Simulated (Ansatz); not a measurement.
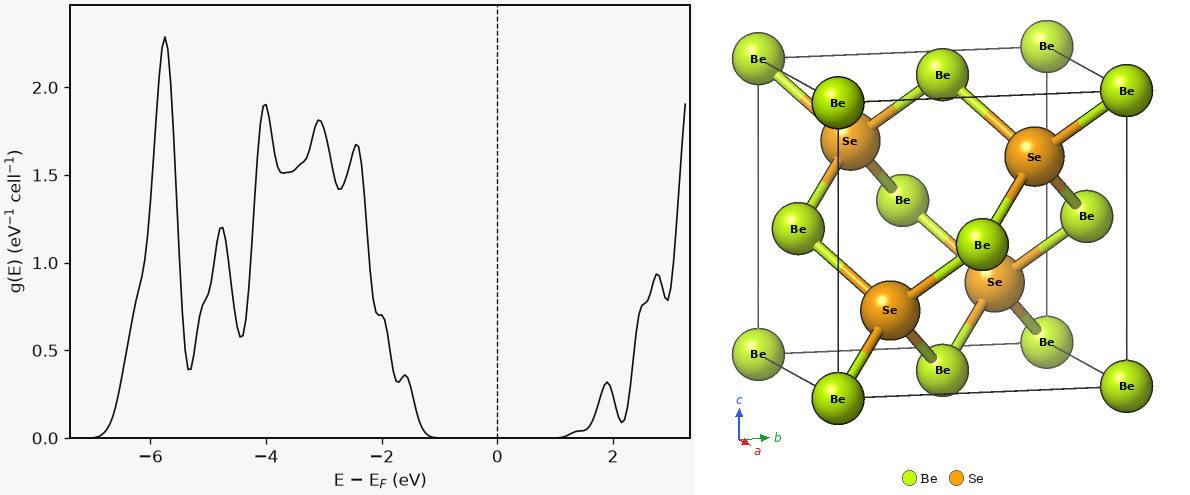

Density of states, beside the structure. Energies are counted from the Fermi level. The curve is built from the levels of the k mesh with Gaussians 0.3 eV wide, which also blur the band edges.

System: BeSe, space group F-43m (No. 216), 2 atoms in the cell, zincblende type, hydrostatic strain +2.0%.

Computed with Ansatz: DFT, PBE, plane waves, PAW, no spin polarisation, 8×8×8 k mesh, 420 eV cutoff, Fermi-Dirac smearing of 0.02 eV.

Q: Is there a gap at the Fermi level, and how wide?

A: There is a gap; over the k points computed it is 2.77 eV (indirect; the smallest direct gap is 3.86 eV).

Q: How wide is the upper valence band?

A: The upper group of valence states starts about 5.3 eV under the valence-band top (which lies at −1.4 eV on this axis), with a gap beneath it; it holds about 6 electrons a cell.

Q: Where is the tallest peak of the filled states in the window?

A: Within the window shown, the tallest peak of the filled states lies 4.4 eV under the valence-band top, at about 2.3 states per eV and cell.
